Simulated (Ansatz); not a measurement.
Co (Fd-3m, No. 227): coordinates from a relaxation with DFT, LDA (PW92), plane waves (420 eV) with PAW, scalar-relativistic (Ansatz); the starting structure was generated, so it need not be a known form of this composition.

```
Co
1.0
     4.78996    0.00000    0.00000
     0.00000    4.78996    0.00000
     0.00000    0.00000    4.78996
Co
8
Direct
  0.75000 0.75000 0.75000
  0.00000 0.50000 0.00000
  0.75000 0.25000 0.25000
  0.00000 0.00000 0.50000
  0.25000 0.75000 0.25000
  0.50000 0.50000 0.50000
  0.25000 0.25000 0.75000
  0.50000 0.00000 0.00000
```

Question: What will a Z-contrast image along [111] show? Simulation: incoherent imaging, intensity Z^1.7 per atom, probe width 1.07 Å, thin sample. The probe carries 25 % of its weight in a tail 2.5 times as wide. The display is stretched by a gamma of 0.65; percentages refer to the linear signal. Shot noise and the speckle of an amorphous layer were added.

Answer: The columns repeat on a hexagonal net with a repeat of 1.96 Å (plane group p6mm). All columns are alike (Co). The shortest distance between visible columns is 1.96 Å in projection. Along the beam the structure repeats every 8.30 Å.

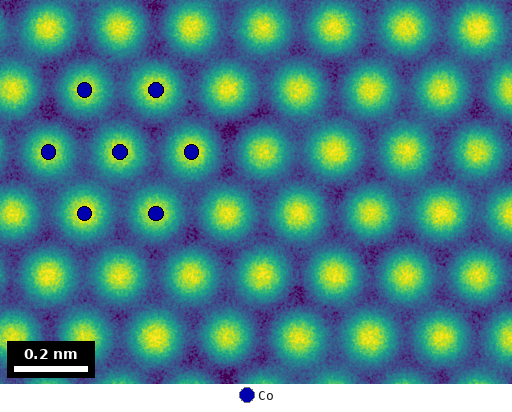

The simulated image, with the columns of the model marked in one corner.
